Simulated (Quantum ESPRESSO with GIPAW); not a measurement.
# HfO2: how strain moves the 17O line

GIPAW runs (PBEsol, plane-wave PAW from pslibrary 1.0.0 recipes, cutoffs 55 and 330 Ry, one 5×5×4 mesh for all shielding runs; Quantum ESPRESSO with GIPAW, a patched development version; no spin-orbit coupling, no macroscopic shape term) on HfO2, space group P4_2/nmc before straining. The cell below is strained in the basal plane, with the c axis held, and the atoms are relaxed in pw.x at each strain, zero included.

```
CELL_PARAMETERS angstrom
3.55802 0.00000 0.00000
0.00000 3.55802 0.00000
0.00000 0.00000 5.17186
ATOMIC_POSITIONS crystal
Hf 0.00000 0.00000 0.00000
Hf 0.50000 0.50000 0.50000
O 0.00000 0.50000 0.19330
O 0.50000 0.00000 0.30670
O 0.50000 0.00000 0.80670
O 0.00000 0.50000 0.69330
```

The cell is a computed entry of the Materials Project; it need not be the form that is stable at ambient conditions.

The bonds are those of O (atom 3; bound to Hf4). One row is withheld.

```tsv
strain (%)	mean bond (Å)	σ_iso Hf (ppm)	σ_iso O (ppm)	span O (ppm)
-2	2.1811	4992.98	-107.97	91.7
-1.5	2.1888	4989.10	-108.20	96.5
-1	2.1965	4984.81	-108.58	101.5
0	2.2121	4975.29	-109.84	112.0
+0.5	2.2197	4973.17	-111.01	116.0
+1	2.2277	?	?	?
+2	2.2436	4954.28	-114.37	134.7
```

**Task.** Fit σ_iso of O against strain, judge whether a straight line is enough, and predict the withheld row at +1 %.

1. With n = 6: Σx = -2.000, Σy = -659.97, Σx² = 11.5000, Σxy = 202.575.

2. Slope b = (nΣxy − ΣxΣy)/(nΣx² − (Σx)²) = -1.61 ppm per %, intercept a = (Σy − bΣx)/n = -110.53 ppm.

3. Residuals (run less line), in the order of the table: -0.65, -0.08, +0.34, +0.69, +0.32, -0.62 ppm. They bend in one sense; the largest is 10.8 % of the range of σ, so a quadratic term is needed: σ = -109.95 − 1.619 x − 0.303 x², with residuals of 0.17 ppm or less.

4. At +1 % (inside the fitted range) the line gives -112.14 ppm and the parabola -111.88 ppm.

5. The run gives:

```tsv
strain (%)	mean bond (Å)	σ_iso Hf (ppm)	σ_iso O (ppm)	span O (ppm)
+1	2.2277	4965.22	-111.79	123.0
```

Prediction less run: the line misses by -0.35 ppm, the parabola by -0.09 ppm. By the parabola, a strain of +1 % changes σ of O by -1.92 ppm and one of −1 % by +1.32 ppm; the mean slope is -1.61 ppm per %, or 1.0 ppm for 0.01 Å of mean bond length. The shift moves the opposite way, scaled by the slope of a reference line. Over the table σ of Hf goes from 4992.98 to 4954.28 ppm. Zero strain is the database's lattice with relaxed atoms, not this functional's rest cell, and neither cutoff nor mesh was tested for the slopes. The omitted shape term, common to all sites, changes with strain too. This build of gipaw.x prints that it is not audited and that its numbers are no references by themselves. The relaxations ran on cheaper settings and stop at small residual forces, which adds noise that small residuals can't be told from. 17O is quadrupolar, so a real line also moves with the field gradient, which is not computed here.

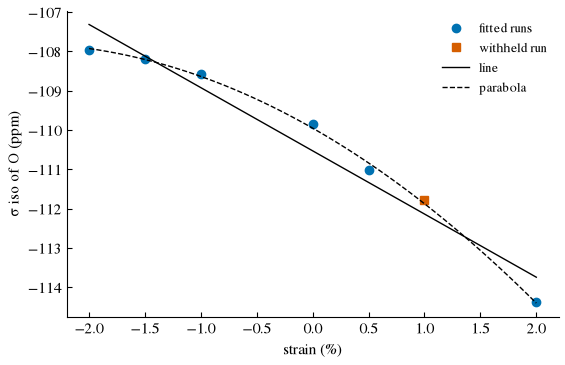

σ_iso of O against strain.

[Banner, clock, file and message-heading lines were taken out of the pw.x and gipaw.x logs.]

[Logs are printed without paths, hosts, clocks, repeated set-up lines and the standing remarks that a program may print on its own settings, such as how far it seeks lower states.]

[Hosts, paths, dates, database ids (printed as entryN), source tags and the programs' standing remarks are cut or masked in the printed files.]
